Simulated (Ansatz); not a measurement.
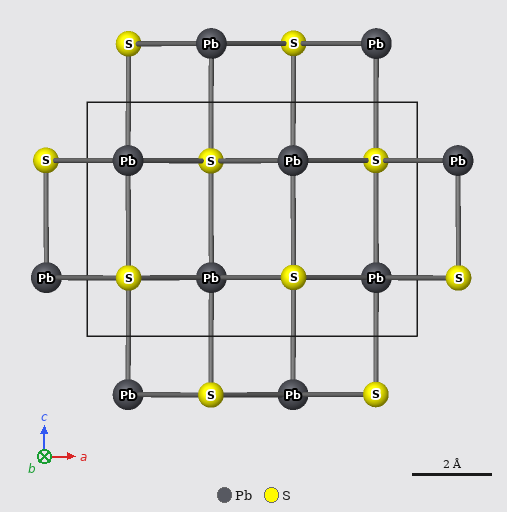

Starting structure of solid PbS (built on the database_62 type). A ball-and-stick model of the cell of the calculation, seen along the b axis.

Case: structure listed in a database for this formula (Pnma, No. 62).

Level of theory: DFT PBE, scalar-relativistic, plane waves, PAW in Ansatz.

Input
```yaml
crystal:
  lattice:
    - [8.43319393, 0.0, 0.0]
    - [0.0, 4.23050716, 0.0]
    - [0.0, 0.0, 5.9824948]
  atoms:
    - { symbol: Pb, position: [0.12376494, 0.75, 0.75008876] }
    - { symbol: Pb, position: [0.62376494, 0.75, 0.74991124] }
    - { symbol: Pb, position: [0.87623506, 0.25, 0.24991124] }
    - { symbol: Pb, position: [0.37623506, 0.25, 0.25008876] }
    - { symbol: S, position: [0.87475634, 0.25, 0.75094903] }
    - { symbol: S, position: [0.37475634, 0.25, 0.74905097] }
    - { symbol: S, position: [0.12524366, 0.75, 0.24905097] }
    - { symbol: S, position: [0.62524366, 0.75, 0.25094903] }
basis:
  ecutwfc: 420
kpoints:
  mp_grid: { grid: [4, 8, 6] }
hamiltonian:
  xc: pbe
scf:
  occupations: { method: gaussian, width: 0.02 }
output:
  forces: true
  stress: true
  eigenvalues: true
relax:
  adjacent_minimum: "off"
  f_tol: 0.01
  max_steps: 80
  cell: { stress_tol: 0.05 }
```

Launched with:
```bash
ansatz run input.yaml --threads 1 --pin off --max-ram 2560MiB --backend cpu --events-out ev --progress --plain --runs-dir out
```

Q: Predict the outcome.

A: The largest moves relative to the cell, 0.007 Å, are those of Pb1, Pb2, Pb3 and Pb4. Pb4 goes along [−3 0 1]. By element the largest moves are Pb 0.007 Å, S 0.006 Å. The drawn cell changes as follows: a 8.433 → 8.499 Å (+0.8 %), b 4.231 → 4.249 Å (+0.4 %), c 5.982 → 6.011 Å (+0.5 %); the volume changes by +1.7 %. Some distances before and after: Pb1–S5 2.981 → 3.000 Å, Pb1–S6 2.992 → 3.009 Å, Pb1–S7 2.985 → 3.001 Å, Pb1–S7 (another image) 2.997 → 3.010 Å. The space group (tolerance 0.01 Å) goes from Pnma (No. 62) to Pmmn (No. 59). After 2 accepted moves (3 points after the start) the energy has fallen by 1.3 meV per atom. The largest force component goes from 0.012 to 0.0039 eV/Å. Pressure: 0.90 GPa at the start and −0.02 GPa at the end. The SCF was repeated once at an unchanged geometry on a basis and grid sized afresh for the cell, which shifted the energy by less than 0.05 meV per atom at most. The run took 2.4 min on 1 thread of Arm Neoverse V2, with other jobs on the host, peak memory 0.71 GiB.
